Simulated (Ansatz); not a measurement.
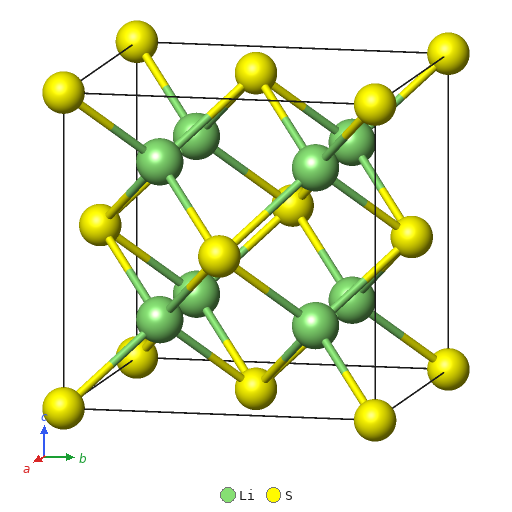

System: Li₂S, space group Fm-3m (No. 225). The picture shows the conventional cell.

Starting cell:
```xyz
3
Lattice="0.0000 2.4718 2.4718 2.4718 0.0000 2.4718 2.4718 2.4718 0.0000" Properties=species:S:1:pos:R:3 pbc="T T T"
Li    1.2359    1.2359    1.2359
Li    3.7077    3.7077    3.7077
S     0.0000    0.0000    0.0000
```

Calculation (Ansatz 0.2.0): optical phonons of an insulator on the approach to the zone centre along x, y and z with the field of polar modes, imaginary frequencies are negative, field response on a mesh refined by the program; plane waves with PAW datasets. Level: PBE, no spin polarisation.

```csv
setting,value
wave cutoff,420 eV
k mesh,8×8×8
occupations,fixed
pressure,40 GPa
```

What does the calculation give for the polar optical modes, transverse and longitudinal, approaching the zone centre along x?

The transverse (TO, twofold) lines lie at 613.6 and the longitudinal (LO) ones at 681.7 cm⁻¹, the same along x, y and z by the cubic symmetry.

| at | frequency (cm⁻¹) | degeneracy | dipole strength ((D/Å)²/amu) |
| --- | --- | --- | --- |
| x | 613.6 | 2 | 11 |
| x | 624.9 | 3 | 0 |
| x | 681.7 | 1 | 5.51 |

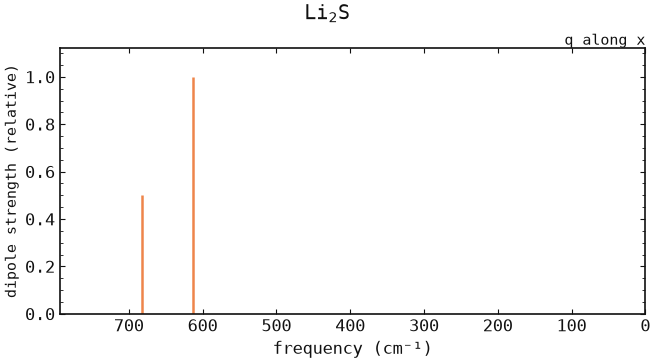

The spectrum is scaled to its strongest line.
